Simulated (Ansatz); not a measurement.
# Run report: Al₃N₄, single-point calculation

System: Al₃N₄ (7 atoms in the cell).
Method: DFT, PBE, plane waves, PAW, Ueff = -5 eV on Al p, no spin polarisation (Ansatz 0.2.0).

The structure was made by swapping elements on the sites of another compound; it need not be a known phase. Some settings of this run were made unusual or wrong on purpose.

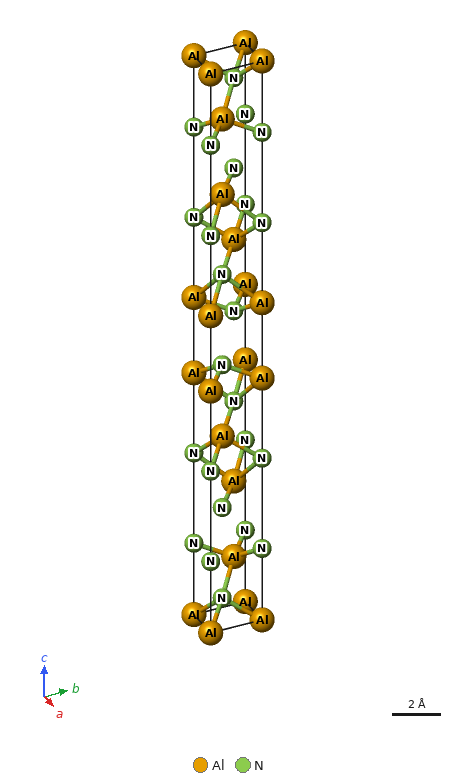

*The input geometry (ball-and-stick view of the cell 3 times as large as that of the calculation, set on its symmetry axes, seen slightly off an axis).*

The input
```yaml
crystal:
  lattice:
    - [1.5119406437, 0.8729193376, 8.2211828447]
    - [-1.5119406437, 0.8729193376, 8.2211828447]
    - [0.0, -1.7458386753, 8.2211828447]
  atoms:
    - { symbol: Al, position: [0.0, 0.0, 0.0] }
    - { symbol: Al, position: [0.5674185738, 0.5674185738, 0.5674185738] }
    - { symbol: Al, position: [0.4325814262, 0.4325814262, 0.4325814262] }
    - { symbol: "N", position: [0.8722892377, 0.8722892377, 0.8722892377] }
    - { symbol: "N", position: [0.1277107623, 0.1277107623, 0.1277107623] }
    - { symbol: "N", position: [0.7107240544, 0.7107240544, 0.7107240544] }
    - { symbol: "N", position: [0.2892759456, 0.2892759456, 0.2892759456] }
basis:
  ecutwfc: 420
kpoints:
  mp_grid: { grid: [12, 12, 12] }
hamiltonian:
  xc: pbe
  hubbard: { sites: [{ species: Al, l: p, u_eff: -5.0 }] }
scf:
  occupations: { method: gaussian, width: 0.1 }
  max_iter: 80
output:
  forces: true
  eigenvalues: true
  stress: true
```

Launched with:
```bash
ansatz run input.yaml --threads 1 --pin off --max-ram 2560MiB --backend cpu --events-out ev --progress --plain --runs-dir out
```

What the program printed
```
basis.fft_grid_basis auto: the FFT boxes are laid along the combinations [[1, 0, -1], [0, 1, -1], [0, 0, 1]] of the cell's own vectors, 3.024, 3.024 and 8.405 Å long. The dense box has 24×24×60 points. Along the cell's own vectors, as sized, it would have 60×60×60, 6.25 times as many. Of the 12 symmetry operations that the crystal satisfies within crystal.symmetry.tolerance (time reversal apart; of a slab, those that keep its plane) the dense box along the cell's own vectors carries 12, and the one as laid loses 8 of those. basis.fft_grid_basis: typed keeps the cell's own vectors: state it where this run's energies or levels are differenced outside the engine with another run's, or held beside a run that keeps those vectors.
Al: projections on atomic orbitals take those of the free atom [Ne] 3s2 3p1, of charge +0.00 (hamiltonian.pseudopotentials.projection_atoms); the dataset's partial waves leave at most 3.3e-8 of an orbital's norm unspanned inside its sphere
N: projections on atomic orbitals take those of the free atom [He] 2s2 2p3, of charge +0.00 (hamiltonian.pseudopotentials.projection_atoms); the dataset's partial waves leave at most 9.3e-9 of an orbital's norm unspanned inside its sphere
Engine: ansatz 0.2.0, aarch64-unknown-linux-gnu
Pseudopotentials: kind: paw
Pseudopotential: Al, paw, valence charge 3, recommended cutoff 420 eV (normal), Al.paw.azcp
Pseudopotential: N, paw, valence charge 5, recommended cutoff 420 eV (normal), N.paw.azcp
Functional definition: PBE
  parameter kappa = 0.804
  parameter beta = 0.06672455060314922
  exchange = pbe_x(kappa = kappa, mu = beta*pi^2/3)
  correlation = pbe_c(beta = beta)
Crystal: 7 atoms, lattice volume = 65.102 Å³
Basis set: ecut = 420 eV, 1257 PW (Γ), FFT grids on a1−a3, a2−a3, a3, exchange–correlation on 48×48×120 points (8 copies of the dense FFT grid, shifted against one another)
Bands: 22, of which v1, the nominal top of the filled ones, is band 15 counted from 1 (14 counted from 0)
Symmetry: 12 space group operations
Space group: R-3m (ITA 166), of the structure as read, at distance tolerance 4.0e-5 Å
k-points: 189 of 1728
Non-local potential: Al, projectors of the file, l = 0: 2, l = 1: 2, l = 2: 1
Non-local potential: N, projectors of the file, l = 0: 2, l = 1: 2, l = 2: 1
PAW form: soft (Blöchl's): semilocal exchange-correlation on the pseudo side does not see the compensation charge
PAW one-centre angular grid: Al, 110 points (default); XC on 64 Gauss nodes
PAW one-centre angular grid: N, 110 points (default); XC on 64 Gauss nodes
Initial density: superposition of atomic densities (chi_scale 0.1, normalization cell, long waves of neutral atoms under a Hubbard term (reshape's long-wave potential 0.42 eV rms, cloud 1.92 Å wide))
Initial wavefunctions: pseudopotential atomic-orbital guess
Functional: x = pbe(κ = 0.804, μ = 0.2195149727645171), c = pbe(β = 0.06672455060314922)
SCF iter   1: F=—  HF=-3160.178823 eV  |F-HF|=—  |Δ(HF+E_count)|=         —  Δρ=1.06e-1  dr2=6.32e0  ethr=3.10e-3  ⟨swp⟩=5.7  Hψ=21352  notcnv=0  defer=57
preconditioner: auto → none  [metal: Δε(μ)=0.002 eV  Ē_g=13.154 eV  σ=0.100 eV  W_gap=0.01  n_scr=6 (ndim 8)  ℏωp=24.8 eV  f_vac=0.000  D(μ)=3.39/eV (n_scr^D=38)  sad-step TF]
SCF iter   2: F=—  HF=-3158.611452 eV  |F-HF|=—  |Δ(HF+E_count)|=    1.57e0  Δρ=4.71e-2  dr2=1.13e0  ethr=3.10e-3  ⟨swp⟩=2.1  Hψ=9048  notcnv=0  defer=356
SCF iter   3: F=—  HF=-3159.307338 eV  |F-HF|=—  |Δ(HF+E_count)|=   6.96e-1  Δρ=6.87e-2  dr2=8.54e0  ethr=3.10e-3  ⟨swp⟩=3.5  Hψ=11603  notcnv=0  defer=355  recentre
SCF iter   4: F=—  HF=-3158.208613 eV  |F-HF|=—  |Δ(HF+E_count)|=    1.10e0  Δρ=1.83e-2  dr2=4.20e-1  ethr=3.10e-3  ⟨swp⟩=3.4  Hψ=8935  notcnv=0  defer=382
SCF iter   5: F=—  HF=-3158.171809 eV  |F-HF|=—  |Δ(HF+E_count)|=   3.68e-2  Δρ=6.30e-3  dr2=6.22e-2  ethr=1.45e-3  ⟨swp⟩=2.2  Hψ=6317  notcnv=0  defer=316
SCF iter   6: F=—  HF=-3158.167460 eV  |F-HF|=—  |Δ(HF+E_count)|=   4.35e-3  Δρ=3.12e-3  dr2=1.12e-2  ethr=2.14e-4  ⟨swp⟩=1.1  Hψ=3883  notcnv=0  defer=325
SCF iter   7: F=—  HF=-3158.166853 eV  |F-HF|=—  |Δ(HF+E_count)|=   6.07e-4  Δρ=1.27e-3  dr2=1.75e-3  ethr=3.88e-5  ⟨swp⟩=1.0  Hψ=3833  notcnv=0  defer=325
SCF iter   8: F=—  HF=-3158.166734 eV  |F-HF|=—  |Δ(HF+E_count)|=   1.19e-4  Δρ=1.76e-4  dr2=2.00e-5  ethr=6.02e-6  ⟨swp⟩=1.0  Hψ=3833  notcnv=0  defer=325
SCF iter   9: F=—  HF=-3158.166737 eV  |F-HF|=—  |Δ(HF+E_count)|=   3.31e-6  Δρ=6.43e-5  dr2=5.58e-6  ethr=6.89e-8  ⟨swp⟩=2.6  Hψ=6021  notcnv=0  defer=325
SCF iter  10: F=-3158.166737 eV  HF=-3158.166737 eV  |F-HF|=3.53e-8  |Δ(HF+E_count)|=   3.78e-7  Δρ=1.16e-5  dr2=7.48e-8  ethr=3.45e-10  ⟨swp⟩=10.6  Hψ=22112  notcnv=0
SCF 1 converged in 10 iterations: F = -3158.166737 eV  dr2 = 7.48e-8
  greatest PAW one-centre occupation: 0.810 electrons in one spin orbital (limit 2), on the N atom at site 4 (counted from 0), in its partial waves of l = 0
```

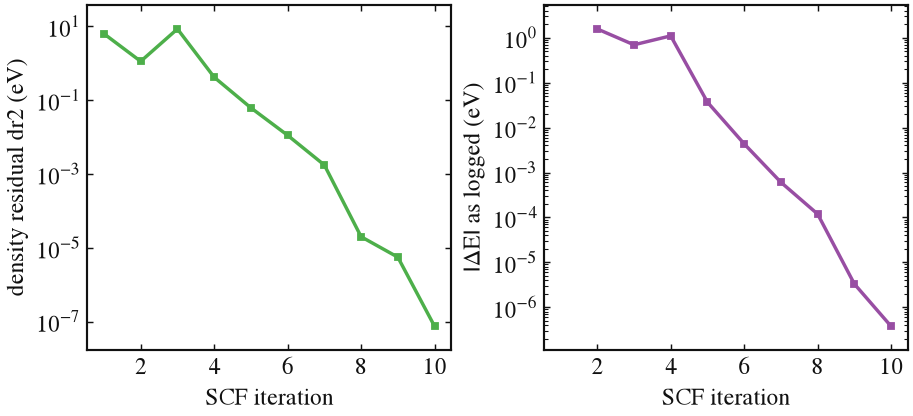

*Convergence of the self-consistent field: density residual dr2 and size of the energy change against the SCF iteration.*

The residual comes down, with one marked jump up, by a factor of about 8, at step 3.

```
SCF converged after 10 iterations
Free energy (F): -3158.166737 eV
Harris-Foulkes:  -3158.166737 eV  (|F-HF|=3.53e-8)
Internal energy: -3158.150313 eV  (E = F + TS)
E sigma→0 (E₀):  -3158.158525 eV
Entropy (-TS):   -0.016424 eV (-2.346 meV/atom)
Fermi energy:    8.303222 eV
--- Per-component energies (eV) ---
  E_band       = 64.436691
  E_kinetic    = 595.248255
  E_local      = -717.134672  (includes V_loc(G=0)·N_el)
  E_nonlocal   = 211.080584
  E_hartree    = 230.693527
  E_xc         = -361.500787
  E_vxc        = -395.151087  (∫ρ·V_xc dr)
  E_hubbard    = -8.487812  (on-site DFT+U / exact-exchange correction)
  E_vhub       = -5.620654  (the Hubbard potential's part of the band-sum identity)
  E_paw        = -1909.597887  (= ΣΔE_a)
  E_vpaw       = -85.375088  (= ΣTr[D̂ρ^β])
  E_aug_tail   = 0.000363  (compensation charges beyond the density's cutoff)
  E_ewald      = -1198.451884
  E_smearing   = -0.016424  (= −TS)
  E_closure    = 0.000000  (closes the sum)
  Σ components = -3158.166737   (vs F -3158.166737, Δ=0.00e0)
--- Forces (eV/Å), atoms counted from 1 ---
  atom   1  Al    -0.00000000     0.00000000    -0.00000000
  atom   2  Al     0.00000000    -0.00000000     0.15751625
  atom   3  Al     0.00000000     0.00000000    -0.15751625
  atom   4  N     -0.00000000     0.00000000    -0.10694244
  atom   5  N      0.00000000    -0.00000000     0.10694244
  atom   6  N      0.00000000    -0.00000000     0.04052399
  atom   7  N      0.00000000     0.00000000    -0.04052399
  max |Σ_I F_I| component: 2.78e-17 eV/Å
--- Stress (GPa, compression-positive) ---
       -0.383741       0.000000      -0.000000
        0.000000      -0.383741      -0.000000
       -0.000000      -0.000000      -0.201092
  P = ⅓ Tr σ = -0.3229 GPa (-3.229 kbar)
--- Band table (eV; the first three rows and the last of 189) ---
  k-point 0: bands = ["-8.2919", "-7.2807", "-6.7531", "-4.3893", "2.2913", "5.9933", "6.3701", "6.9598", "6.9598", "7.4359", "7.4359", "7.6354", "7.6354", "8.1581", "8.1581", "9.8965", "13.4004", "13.7641", "15.9363", "16.8770", "17.8251", "17.8251"]
  k-point 1: bands = ["-8.3514", "-7.2104", "-6.6592", "-4.3661", "2.3803", "5.7050", "5.9304", "6.5299", "6.7830", "7.2173", "7.4189", "7.6636", "7.6906", "7.8706", "8.1716", "9.7865", "13.7853", "14.1251", "16.1410", "17.1397", "17.3717", "18.0676"]
  k-point 2: bands = ["-8.2296", "-6.9943", "-6.3720", "-4.2991", "2.6560", "4.7629", "5.0211", "5.5947", "6.3996", "6.8014", "6.8551", "7.6283", "7.6891", "7.7736", "8.1216", "9.4708", "14.3928", "14.9477", "16.3851", "17.0256", "17.4938", "18.4987"]
  k-point 188: bands = ["-8.3698", "-7.9312", "-5.5378", "-5.1962", "3.1934", "4.0818", "7.0660", "7.0660", "7.1759", "7.1759", "7.9214", "7.9214", "8.0267", "8.0267", "8.2678", "8.9721", "13.4520", "13.8506", "15.8991", "16.5554", "17.7473", "17.7473"]
Occupation matrices written to [file]
```

What the run reported

- outcome: converged
- space group (tolerance 0.01 Å): R-3m (166)
- electrons treated: 29
- free energy: −3158.1667 eV
- Fermi energy: 8.303 eV
- gap on the k-point mesh: none (metallic)
- pressure: −0.32 GPa
- largest force (length of the vector): 0.158 eV/Å
- hardware: 1 thread of Arm Neoverse V2, 128 GiB of memory available, shared host
- wall time: 24 s
- peak memory: 0.66 GiB

A setting was made wrong on purpose: an enormous or negative U (`hamiltonian.hubbard`). Such a U drives the occupations to unphysical values. The run converged all the same; its numbers are those of the faulty input and shouldn't be used.
